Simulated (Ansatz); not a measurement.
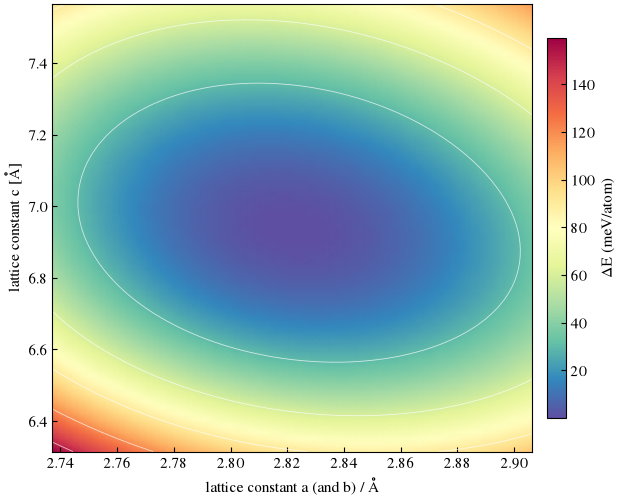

Al2O3 (P-6m2, No. 187; 5 atoms in the cell). The energy is mapped over the lattice constants a and c of the conventional cell. Coordinates scanned: (1) lattice constant a (and b); (2) lattice constant c. Nothing is relaxed (fractional coordinates fixed). The grid has 7 × 7 points. Points are written as (first, second). Energies: meV/atom, counted from the lowest grid point. This map comes from Ansatz, DFT LDA+D3(BJ), scalar-relativistic, plane waves, PAW. Settings: cutoff 520 eV, k-mesh 9×9×4 in the order of the run's cell vectors, gaussian smearing 0.05 eV, no spin polarisation.

Drawn: a smooth colour map with a few white contour lines. Between grid points the surface is interpolated.

The lowest grid point is at (2.822 Å, 6.940 Å). It is the only kind of minimum in the scanned range. The highest grid point, (2.737 Å, 6.315 Å), lies 160 meV/atom above the lowest. Round the minimum the valley is somewhat tilted: raising lattice constant a (and b) shifts the best value of lattice constant c downwards (coupling k₁₂/√(k₁₁k₂₂) about 0.2). The gap on the k-mesh is 4.8 eV at the lowest point and runs from 3.5 to 5.7 eV over the map.

The level of theory is changed to DFT PBE+D3(BJ), scalar-relativistic, plane waves, PAW (Ansatz 0.2.0); with it change the cell, relaxed at the new level (first cell vector 2.867 Å, before 2.822 Å); the new grid has 7 × 7 points, laid about the new relaxed structure.

**How does the landscape change?**

The minimum (interpolated where it lies between grid points) moves from (2.822 Å, 6.940 Å) to (2.867 Å, 7.296 Å). The curvature at the minimum changes by less than a tenth (about 47) eV/Å² along lattice constant a (and b) and from about 2 to 1.7 eV/Å² along lattice constant c (per cell). In the new map: the gap on the k-mesh is 4.6 eV at the lowest point and runs from 3.4 to 5.4 eV over the map.

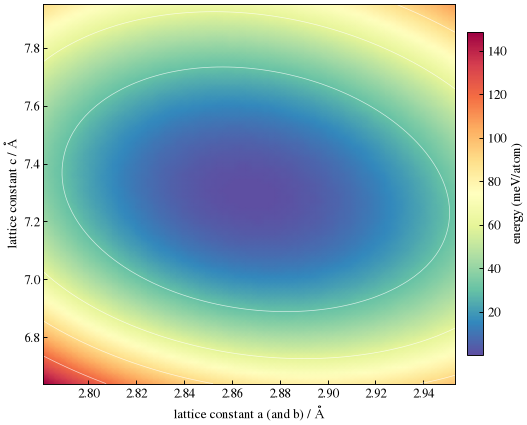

The map after the change, on a colour scale of its own. The picture shows a smooth colour map with a few white contour lines. Between grid points the surface is interpolated.

PAW datasets: the set soft_1.
